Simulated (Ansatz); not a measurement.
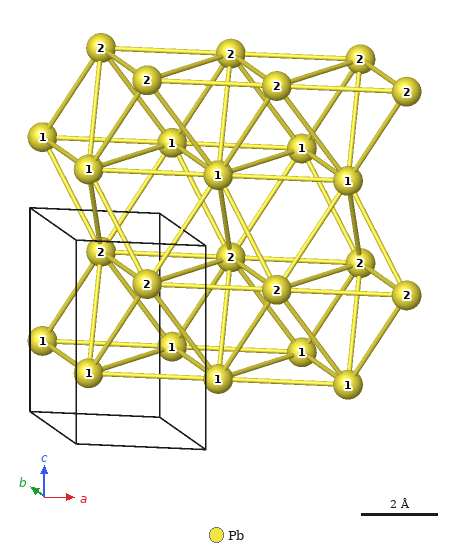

The starting point is crystalline Pb (set up in P6_3/mmc). A ball-and-stick model of the cell of the calculation, repeated 3 × 2 × 2 with one cell outlined, seen slightly off an axis.

Level of theory: DFT, PBEsol, PAW with Ansatz's default frozen-core files, scalar-relativistic in Ansatz 0.2.0. Settings: plane-wave cutoff 420 eV; k-point mesh 14 × 14 × 8; occupations fermi dirac; smearing width 0.08 eV; no spin polarisation.

Change: All lengths are scaled by +1.3 % (volume +4.0 %), the atoms keeping their fractional coordinates. No relaxation follows.

The input:
```yaml
crystal:
  lattice:
    - [3.525795425, 0.0, 0.0]
    - [-1.7628977125, 3.0534284065, 0.0]
    - [0.0, 0.0, 5.6635610674]
  atoms:
    - { symbol: Pb, position: [0.3333333333, 0.6666666667, 0.25] }
    - { symbol: Pb, position: [0.6666666667, 0.3333333333, 0.75] }
kpoints:
  mp_grid: { grid: [14, 14, 8] }
scf:
  occupations: { method: fermi_dirac, width: 0.08 }
hamiltonian:
  xc: pbesol
  pseudopotentials: { kind: paw }
output:
  forces: true
  stress: true
  eigenvalues: true
  efg: { contact_densities: true }
```

Command:
```bash
ansatz run input.yaml --threads 1 --pin off --max-ram 2048MiB --backend cpu --events-out ev --progress --plain --runs-dir out
```

### What is the effect?

The energy changes by less than 1 meV per atom. Pressure: 1.0 GPa before, −0.9 GPa after. The principal stresses (compression positive) are 0.1 GPa along c and −1.4 GPa across it. All forces vanish by symmetry. Near-neighbour distances before and after: Pb–Pb 3.480 → 3.526 Å, Pb–Pb 3.442 → 3.488 Å. The space group stays P6_3/mmc (No. 194).
